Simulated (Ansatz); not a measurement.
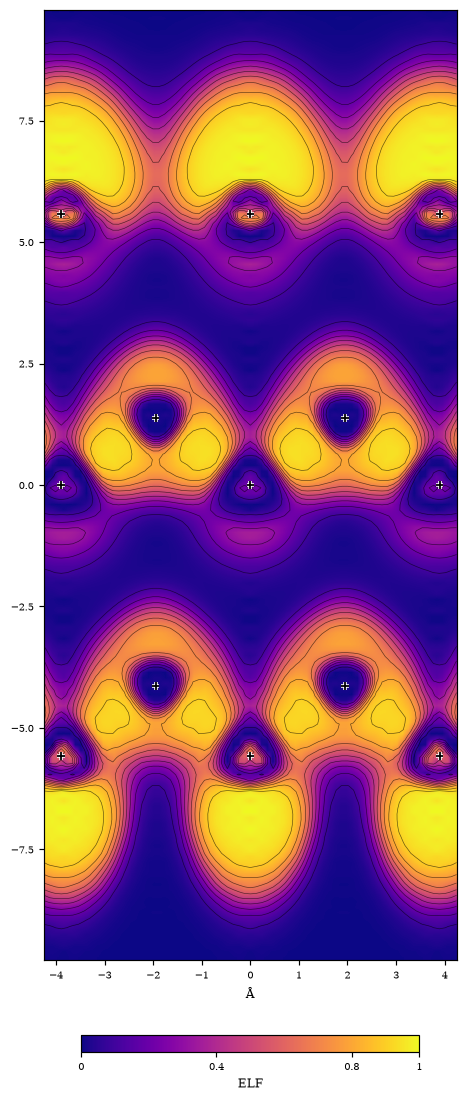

The ELF on a plane through atoms (crosses mark nuclei in the plane).

Level of theory: DFT PBE, scalar-relativistic, plane waves, PAW (Ansatz 0.2.0).

Candidates:
A. W (slab), a = 2.85 Å, b = 2.85 Å, c = 25.09 Å, α = 90.00°, β = 90.00°, γ = 90.00°. 
B. Cu (slab), a = 2.57 Å, b = 2.57 Å, c = 25.48 Å, α = 90.00°, β = 90.00°, γ = 120.00°. Computed without spin polarisation.
C. Al₅P₄ (slab), a = 3.89 Å, b = 3.89 Å, c = 26.01 Å, α = 90.00°, β = 90.00°, γ = 90.00°. Computed without spin polarisation.

Which system is this?

Candidate C: Al₅P₄ on the (100) plane of the calculation cell, a cut from vacuum to vacuum, which holds Al and P. Al–P (2.38 Å): the ELF peaks at about 0.95 between the atoms. Al–P (2.42 Å): the ELF peaks at about 0.90 between the atoms.
